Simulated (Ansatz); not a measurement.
System: SiC.

The calculation's input:

```
crystal:
  lattice:
    - [0.0, 2.189864095, 2.2446106974]
    - [2.189864095, 0.0, 2.2446106974]
    - [2.189864095, 2.189864095, 0.0]
  atoms:
    - { symbol: Si, position: [0.0, 0.0, 0.0] }
    - { symbol: C, position: [0.75, 0.75, 0.75] }
basis:
  ecutwfc: 420
kpoints:
  mp_grid: { grid: [10, 10, 10] }
hamiltonian:
  xc: pbe
scf:
  occupations: { method: gaussian, width: 0.05 }
output:
  forces: true
  stress: true
  eigenvalues: true
  write_density: true
  write_potential: true
  elf: true
  volumetric_format: npy
```

Launched as:

```sh
ansatz run input.yaml --threads 2 --pin off --max-ram 5120MiB --backend cpu --events-out ev --progress --plain --runs-dir out
```

Below, planes, directions and counts refer to the conventional cell (a = 3.10 Å, b = 3.10 Å, c = 4.49 Å, α = 90.00°, β = 90.00°, γ = 90.00°).

Space group I-4m2; changed on purpose from its base cell (strain +0.000 along x and y, +0.025 along z, atoms carried along); computed pressure about −5 GPa in this cell.

Method: DFT PBE, scalar-relativistic, plane waves, PAW in Ansatz.

**What can the converged valence pseudo-density and electron localisation function tell about the bonding?**

Si–C (1.91 Å): ρ is about 0.85 e/Å³ halfway; the ELF peaks at about 0.95 between the atoms; localised, covalent bonding.

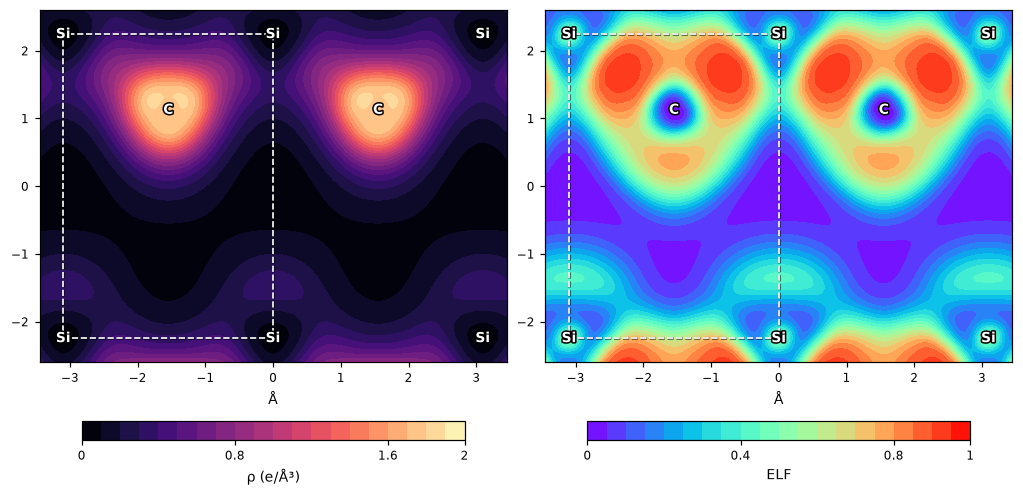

Computed valence pseudo-density and electron localisation function on the (010) plane of the conventional cell, in this order. 

Core electrons are frozen (PAW), and the valence fields are smoothed inside the atomic spheres.
